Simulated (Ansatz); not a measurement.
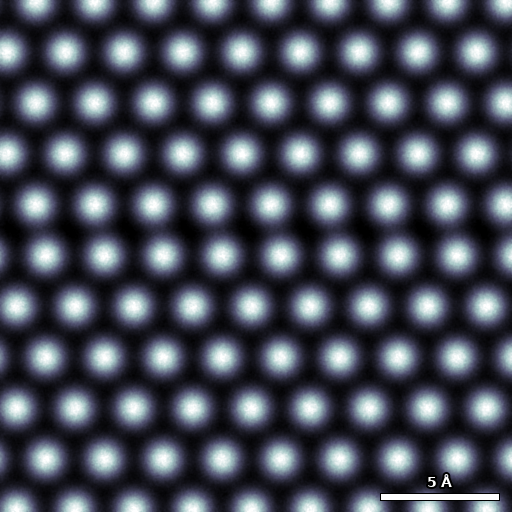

Dark-field STEM-like image of Zn (P6/mmm, No. 191) along [001]. Simulation: incoherent imaging, intensity Z^1.7 per atom, probe width 1.30 Å, thin sample. Shot noise was added.

One planar defect was built into the perfect crystal by geometry alone, without relaxation. Host structure: the end point of a relaxation with Ansatz 0.2.0, DFT PBEsol, scalar-relativistic, plane waves, PAW; the starting structure was generated, so it need not be a known form of this composition.

Where does the periodic pattern break, and how?

A planar fault (a stacking fault) runs horizontally about 10 Å below the top edge. The part above it is shifted along the boundary by 1/3 of the 2.52 Å repeat of the rows (0.8 Å to the right, the same as 1.7 Å to the left); both parts keep the same orientation.
